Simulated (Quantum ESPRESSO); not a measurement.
## Single-point calculation, with input and output: Ti (part 2 of 2)

Continued. System: Ti (1 atom in the cell). Method: Kohn-Sham DFT of a periodic cell, PBE with D3(BJ), PseudoDojo 0.4.1 SR PBE standard, no spin polarisation (Quantum ESPRESSO 7.5); cutoff 1142.88 eV, 11×11×11 k-mesh, fermi-dirac of 0.05 eV. The structure derives from an entry of the Crystallography Open Database. The volume is scaled by 0.94.

Geometry of the input (Å; fractional positions):
```
-1.6075  1.6075  1.6075
1.6075  -1.6075  1.6075
1.6075  1.6075  -1.6075
Ti 0.0000  0.0000  0.0000
```

### The program's output, continued
```
          k = 0.3936 0.3936 0.0000 (  1454 PWs)   bands (ev):

   -42.3888 -19.1278 -18.6025 -18.3703  11.2823  13.4501  14.9785  16.7624
    17.1187  18.3015  23.4120  27.6758

          k = 0.1575 0.0787 0.0787 (  1465 PWs)   bands (ev):

   -42.5089 -18.5461 -18.4060 -18.3803   8.6898  14.5756  14.6377  15.5665
    16.3990  16.8366  30.4409  31.1616

          k = 0.2362 0.1575 0.0787 (  1460 PWs)   bands (ev):

   -42.4700 -18.7310 -18.4695 -18.3878   9.6780  14.1880  14.2881  16.2962
    16.3829  16.9524  28.7729  29.9100

          k = 0.3149 0.2362 0.0787 (  1459 PWs)   bands (ev):

   -42.4274 -18.9247 -18.5459 -18.3910  10.7684  13.7913  14.0471  16.4684
    17.0622  17.3869  26.3457  28.6607

          k = 0.3936 0.3149 0.0787 (  1458 PWs)   bands (ev):

   -42.3947 -19.0689 -18.6047 -18.3931  11.3810  13.5326  14.3721  16.6716
    17.1872  18.3208  24.1158  27.7335

          k = 0.4724 0.3936 0.0787 (  1462 PWs)   bands (ev):

   -42.3825 -19.1220 -18.6266 -18.3939  11.4886  13.4409  14.7540  16.7158
    17.2899  18.7474  23.1138  27.3886

          k = 0.3149 0.1575 0.1575 (  1444 PWs)   bands (ev):

   -42.4327 -18.8769 -18.5354 -18.4172  10.7151  13.7634  13.9994  16.2973
    17.0929  17.3910  27.6135  27.8762

          k = 0.3936 0.2362 0.1575 (  1460 PWs)   bands (ev):

   -42.3983 -18.9926 -18.6260 -18.4301  11.6485  13.4518  13.8899  16.4906
    17.1938  18.5429  25.2749  26.7508

          k = 0.4724 0.3149 0.1575 (  1464 PWs)   bands (ev):

   -42.3777 -19.0542 -18.6887 -18.4350  11.9711  13.4286  14.0532  16.6713
    17.2893  19.5725  23.3400  26.1148

          k = 0.4724 0.2362 0.2362 (  1459 PWs)   bands (ev):

   -42.3759 -18.9970 -18.7433 -18.4516  12.4072  13.1879  13.7662  16.6827
    17.2008  19.9841  24.3376  24.4873

          k = 0.5511 0.3149 0.2362 (  1463 PWs)   bands (ev):

   -42.3676 -18.9710 -18.8167 -18.4575  12.6289  13.3109  13.5699  16.8481
    17.1634  21.1611  22.8397  24.0838

          k = 0.1575 0.1575 0.1575 (  1466 PWs)   bands (ev):

   -42.4798 -18.7038 -18.4115 -18.4115   9.4582  14.2066  14.2066  16.3669
    16.6632  16.6632  29.6414  29.6414

          k = 0.2362 0.2362 0.1575 (  1463 PWs)   bands (ev):

   -42.4414 -18.8677 -18.4921 -18.4186  10.5491  13.7892  13.8282  16.6517
    16.8858  17.3871  27.6001  28.5602

          k = 0.3149 0.3149 0.1575 (  1459 PWs)   bands (ev):

   -42.4059 -18.9989 -18.5827 -18.4253  11.4901  13.4795  13.8220  16.7726
    17.0475  18.4724  25.1714  27.5762

          k = 0.3936 0.3936 0.1575 (  1458 PWs)   bands (ev):

   -42.3848 -19.0707 -18.6414 -18.4292  11.7797  13.3169  14.3555  16.8681
    17.1392  19.3222  23.3324  26.9989

          k =-0.0000-0.0000 0.1575 (  1461 PWs)   bands (ev):

   -42.5197 -18.4514 -18.4040 -18.4040   8.4184  14.8549  14.8549  15.1179
    16.2471  16.9481  30.7176  32.0813

          k = 0.3149 0.2362 0.2362 (  1465 PWs)   bands (ev):

   -42.4101 -18.9628 -18.5572 -18.4650  11.6128  13.4154  13.5446  16.7764
    17.0395  18.5669  26.4580  26.6876

          k = 0.3936 0.3149 0.2362 (  1460 PWs)   bands (ev):

   -42.3862 -18.9999 -18.6591 -18.4836  12.2740  13.2581  13.6522  16.9017
    17.1462  19.7754  24.2184  25.7747

          k = 0.4724 0.3936 0.2362 (  1470 PWs)   bands (ev):

   -42.3772 -19.0021 -18.7104 -18.4889  12.3431  13.2209  13.9467  16.9685
    17.1757  20.5411  22.9521  25.4583

          k = 0.0000-0.0787 0.2362 (  1463 PWs)   bands (ev):

   -42.4870 -18.6026 -18.4572 -18.4156   9.2092  14.6001  14.6863  15.6716
    15.8768  17.0918  29.7996  31.1661

          k = 0.4724 0.3149 0.3149 (  1462 PWs)   bands (ev):

   -42.3744 -18.9300 -18.7806 -18.5139  12.7443  13.2417  13.5356  17.0311
    17.1541  21.2959  23.3408  23.8287

          k =-0.0000-0.1575 0.3149 (  1452 PWs)   bands (ev):

   -42.4439 -18.8112 -18.5262 -18.4154  10.2917  14.2133  14.2201  15.9976
    16.5826  17.2096  27.7016  29.6791

          k = 0.0787-0.0787 0.3149 (  1449 PWs)   bands (ev):

   -42.4500 -18.7437 -18.5188 -18.4501  10.1280  14.2834  14.5165  15.6528
    16.3056  17.2802  28.8911  29.4345

          k =-0.0000-0.2362 0.3936 (  1463 PWs)   bands (ev):

   -42.4039 -18.9992 -18.5889 -18.4144  11.1938  13.8793  14.0557  16.3314
    17.3933  17.5738  25.2192  28.5966

          k = 0.0787-0.1575 0.3936 (  1454 PWs)   bands (ev):

   -42.4095 -18.9106 -18.5981 -18.4576  11.1543  13.7404  14.2839  15.9217
    17.1286  17.6168  26.6224  28.1303

          k =-0.0000-0.3149 0.4724 (  1455 PWs)   bands (ev):

   -42.3801 -19.1091 -18.6258 -18.4138  11.5023  13.6906  14.3803  16.4445
    17.8120  18.2683  23.4035  27.9811

          k = 0.0787-0.2362 0.4724 (  1449 PWs)   bands (ev):

   -42.3783 -19.0382 -18.6607 -18.4578  11.7748  13.6293  14.0596  16.2240
    17.5422  18.6028  24.2396  27.3040

          k = 0.1575-0.1575 0.4724 (  1454 PWs)   bands (ev):

   -42.3777 -18.9831 -18.7025 -18.4748  12.0164  13.2418  14.1950  16.1658
    17.2772  18.8270  25.5809  25.6949

          k =-0.7873-0.3149-0.3149 (  1456 PWs)   bands (ev):

   -42.3667 -19.0856 -18.6841 -18.4574  11.8808  13.8329  13.8984  16.2674
    17.8284  19.2506  23.0449  26.9629

          k =-0.7086-0.2362-0.3149 (  1455 PWs)   bands (ev):

   -42.3587 -19.0114 -18.7851 -18.4786  12.4523  13.2494  13.8297  16.4784
    17.4027  20.2910  23.4245  24.9557

          k =-0.6298-0.2362-0.2362 (  1454 PWs)   bands (ev):

   -42.3514 -18.9182 -18.9182 -18.4830  13.0804  13.0804  13.3223  17.0110
    17.0110  22.2610  22.2610  23.5580

          k = 0.3149 0.3149 0.3149 (  1469 PWs)   bands (ev):

   -42.3893 -18.9755 -18.5773 -18.5773  12.5911  13.2251  13.2251  17.0565
    17.0565  19.8612  25.6037  25.6037

          k = 0.3936 0.3936 0.3149 (  1468 PWs)   bands (ev):

   -42.3770 -18.9279 -18.7002 -18.5892  12.8544  13.1490  13.5079  17.1059
    17.1729  21.1858  23.5091  25.3137

          k = 0.0000 0.0000 0.3149 (  1453 PWs)   bands (ev):

   -42.4564 -18.6443 -18.5126 -18.5126   9.9265  14.9117  14.9117  14.9726
    15.7250  17.3433  29.7011  31.4766

          k = 0.4724 0.3936 0.3936 (  1466 PWs)   bands (ev):

   -42.3735 -18.8027 -18.8027 -18.6404  13.0380  13.3151  13.3151  17.1797
    17.1797  22.8205  22.8205  23.5912

          k =-0.0000-0.0787 0.3936 (  1451 PWs)   bands (ev):

   -42.4161 -18.7972 -18.5844 -18.5374  10.8883  14.0576  14.7861  15.3650
    16.4602  17.5414  28.2081  29.6109

          k =-0.0000-0.1575 0.4724 (  1453 PWs)   bands (ev):

   -42.3789 -18.9607 -18.6495 -18.5335  11.7078  13.4792  14.5389  15.8050
    17.4529  18.0134  25.5492  28.9694

          k = 0.0787-0.0787 0.4724 (  1459 PWs)   bands (ev):

   -42.3791 -18.8975 -18.6713 -18.5707  11.6966  13.4017  14.8654  15.6410
    17.0587  18.0256  27.1164  27.2545

          k =-0.0000-0.2362 0.5511 (  1461 PWs)   bands (ev):

   -42.3566 -19.0585 -18.6879 -18.5289  11.9960  13.4220  14.3859  15.8862
    18.1800  19.0192  23.4051  28.0576

          k = 0.0787-0.1575 0.5511 (  1459 PWs)   bands (ev):

   -42.3506 -18.9885 -18.7458 -18.5710  12.2331  12.9870  14.6320  16.0496
    17.6036  19.2717  24.5345  26.2519

          k =-0.7873-0.2362-0.2362 (  1454 PWs)   bands (ev):

   -42.3400 -19.0238 -18.7736 -18.5691  12.3089  12.9979  14.4739  16.1463
    17.9295  20.4027  22.9425  25.8274

          k =-0.7086-0.1575-0.2362 (  1446 PWs)   bands (ev):

   -42.3338 -18.9661 -18.8603 -18.5742  12.6330  12.6696  14.3090  16.7594
    17.4513  21.1580  23.5890  23.9353

          k =-0.0000-0.0000 0.4724 (  1441 PWs)   bands (ev):

   -42.3796 -18.8130 -18.6597 -18.6597  11.5752  13.5092  15.3957  15.3957
    16.5739  17.8679  28.6250  28.6250

          k =-0.0000-0.0787 0.5511 (  1445 PWs)   bands (ev):

   -42.3459 -18.9124 -18.7280 -18.6839  12.0615  12.8754  15.5106  15.8124
    17.3296  18.6346  25.9813  27.1260

          k =-0.0000-0.1575 0.6298 (  1451 PWs)   bands (ev):

   -42.3257 -18.9918 -18.7682 -18.6767  12.2172  12.5902  15.4531  15.9535
    18.0667  20.1617  23.4679  26.1226

          k = 0.0787-0.0787 0.6298 (  1453 PWs)   bands (ev):

   -42.3204 -18.9440 -18.8159 -18.7031  12.2064  12.4127  15.5520  16.5342
    17.6731  20.0284  24.8258  24.8460

          k =-0.7873-0.1575-0.1575 (  1454 PWs)   bands (ev):

   -42.3109 -18.9559 -18.8579 -18.7002  12.1969  12.2860  15.4809  16.8798
    17.8563  21.6523  22.8597  24.3132

          k =-0.0000-0.0000 0.6298 (  1441 PWs)   bands (ev):

   -42.3154 -18.8878 -18.7992 -18.7992  12.0431  12.3268  16.4447  16.4447
    17.4167  19.5131  25.4669  25.4669

          k =-0.0000-0.0787 0.7086 (  1457 PWs)   bands (ev):

   -42.2972 -18.9299 -18.8411 -18.8096  11.9456  11.9974  16.7211  16.8741
    17.9667  21.1018  23.4894  24.3290

          k =-0.7873-0.0787-0.0787 (  1452 PWs)   bands (ev):

   -42.2885 -18.9036 -18.9036 -18.8167  11.8366  11.8366  16.8142  17.7746
    17.7746  22.6338  22.6338  23.0869

          k =-0.0000-0.0000 0.7873 (  1464 PWs)   bands (ev):

   -42.2802 -18.8963 -18.8840 -18.8840  11.6775  11.6833  17.7417  17.7417
    17.9504  22.0386  23.0240  23.0240

     the Fermi energy is    13.8513 ev

!    total energy              =    -118.74419863 Ry
     estimated scf accuracy    <          6.7E-11 Ry
     smearing contrib. (-TS)   =      -0.00145675 Ry
     internal energy E=F+TS    =    -118.74274189 Ry

     The total energy is F=E-TS. E is the sum of the following terms:
     one-electron contribution =     -38.61638407 Ry
     hartree contribution      =      23.66664066 Ry
     xc contribution           =     -17.49450681 Ry
     ewald contribution        =     -86.25660211 Ry
     DFT-D3 Dispersion         =      -0.04188956 Ry

     convergence has been achieved in   9 iterations

     Forces acting on atoms (cartesian axes, Ry/au):

     atom    1 type  1   force =     0.00000000    0.00000000    0.00000000

     Total force =     0.000000     Total SCF correction =     0.000000

     Computing stress (Cartesian axis) and pressure

          total   stress  (Ry/bohr**3)                   (kbar)     P=       -9.42
  -0.00006401  -0.00000000   0.00000000           -9.42       -0.00        0.00
  -0.00000000  -0.00006401   0.00000000           -0.00       -9.42        0.00
  -0.00000000   0.00000000  -0.00006401           -0.00        0.00       -9.42

=------------------------------------------------------------------------------=
   JOB DONE.
=------------------------------------------------------------------------------=
```

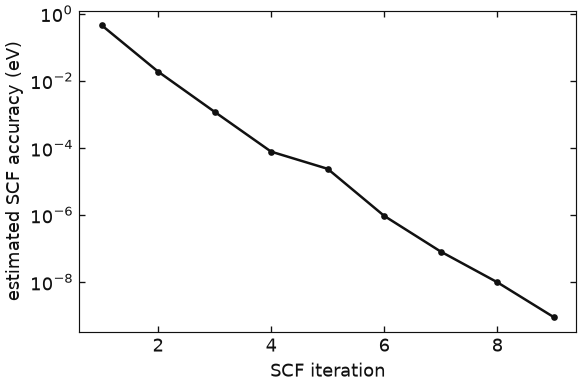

Figure 1. Convergence of the self-consistent field: estimated SCF accuracy against the iteration. The field takes 9 iterations in all.

### Results in brief

```tsv
quantity	value
outcome	converged
space group (tolerance 0.01 Å)	Im-3m (229)
electrons treated	12
free energy	−1615.5971 eV
Fermi energy	13.851 eV
gap on the k-point mesh	none (metallic)
pressure	−0.94 GPa
largest force (length of the vector)	under 0.001 eV/Å
wall time	10 s
peak memory	0.09 GiB
```
